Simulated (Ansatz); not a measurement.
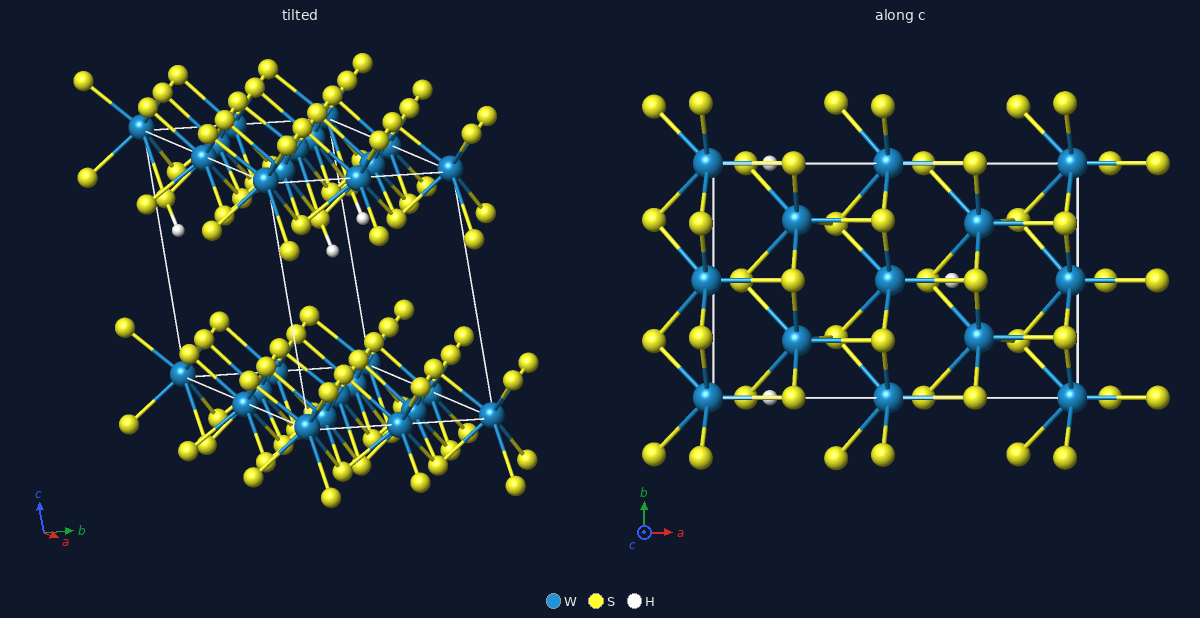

Drawn in the ball-and-stick manner and seen slightly off an axis and along the c axis. The conventional unit cell is drawn as a box. Some neighbours outside the box are added.

Notes on the structure:

- The formula is HW₄S₈.
- The symmetry is that of Cm (No. 8), on a base-centred monoclinic lattice.
- Atoms per cell: 26 (2 H, 8 W, 16 S).
- The coordination shell of W holds six S in a distorted trigonal prismatic arrangement. Each H has one S. Not all metal-metal contacts are counted.
- The numbers of neighbours within bonding distance are S 3 to 4 (mean 3.1). Not all metal-metal contacts are counted.
- The bonds build HW4S8 layers parallel to (001).

The structure comes from a structure listed in the Materials Project, repeated into a supercell with a point defect put in. The cell was then strained or its atoms displaced on purpose. The atoms were relaxed in a fixed cell with DFT PBE, scalar-relativistic, plane waves, PAW (Ansatz 0.2.0).
